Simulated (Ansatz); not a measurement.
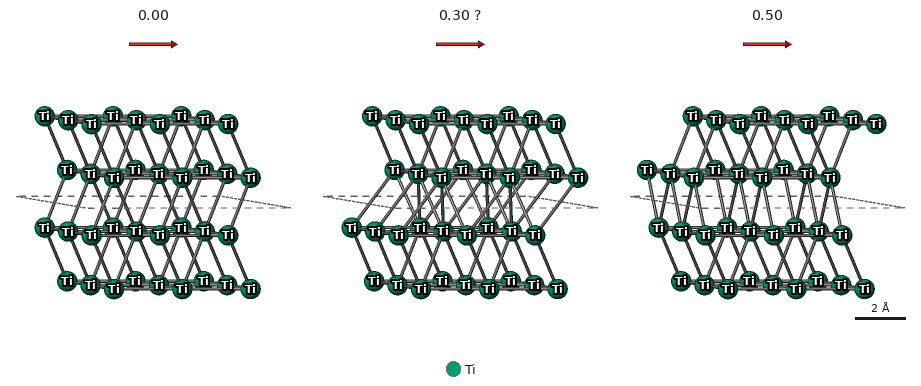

A scan of crystalline Ti (Im-3m): the crystal above a cut along the (0 1 1) plane of the conventional cell (between a plane of Ti below and one of Ti above, 2.27 Å apart) is slid rigidly by fractions of an in-plane lattice vector 2.78 Å long (a generalised stacking fault). One cut stands in each cell, which starts 9.1 Å high; nothing is relaxed, and the dashed outline marks the cut, the arrow on top the direction of slip. Style: ball-and-stick. Shown: the layers on both sides of the cut, from the side, nearly along the cut plane.

The calculation used DFT PBEsol, scalar-relativistic, plane waves, PAW in Ansatz 0.2.0. Set-up: plane-wave cutoff 420 eV; k-point mesh 22 × 22 × 7; occupations gaussian; smearing width 0.15 eV; no spin polarisation. Energies (free energies at the smearing named) are counted from the relaxed crystal.

```json
{"slip (fraction of the lattice vector)": "0.00", "γ (mJ/m²)": "0.0"}
{"slip (fraction of the lattice vector)": "0.10", "γ (mJ/m²)": "−4.0"}
{"slip (fraction of the lattice vector)": "0.20", "γ (mJ/m²)": "29.8"}
{"slip (fraction of the lattice vector)": "0.30", "γ (mJ/m²)": "?"}
{"slip (fraction of the lattice vector)": "0.40", "γ (mJ/m²)": "225.7"}
{"slip (fraction of the lattice vector)": "0.50", "γ (mJ/m²)": "266.1"}
```

Fill in the missing row.

A straight line between the two neighbours gives 127.7 mJ/m². A cubic through the four nearest rows (0.10, 0.20, 0.40, 0.50) gives, with Lagrange weights, (−0.1667)(−4.0) + (0.6667)(29.8) + (0.6667)(225.7) + (−0.1667)(266.1) = 126.6 mJ/m². The calculation gives 125.3 mJ/m², so the cubic is 1.3 mJ/m² too high and the straight line 2.4 mJ/m² too high, as the curve bends upwards here.

The whole profile:

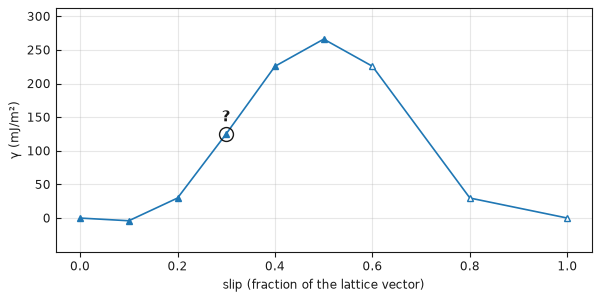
